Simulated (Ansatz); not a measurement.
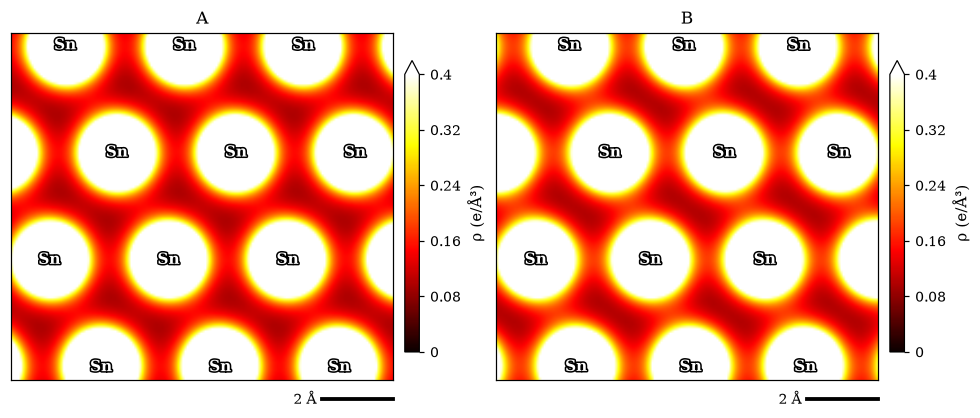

Sn. The valence charge density (pseudo) of two cells that differ in size and shape, on the (100) plane of each (indices in the axes of the calculation cell), at one length scale and on one colour scale: A has 27.6 Å³ an atom and B 25.1.

All numbers below come from DFT PBEsol+D3(BJ), scalar-relativistic, plane waves, PAW (Ansatz 0.2.0).

The density is the valence pseudo-density of a PAW calculation; it isn't the true density close to the nuclei.

**What does the compression do to the bonding and the properties?**

From the larger cell to the smaller, Sn–Sn goes from 3.33 to 3.20 Å, and the density at its midpoint from 0.15 to 0.18 e/Å³; the pressure goes from −4.5 to 0.0 GPa.
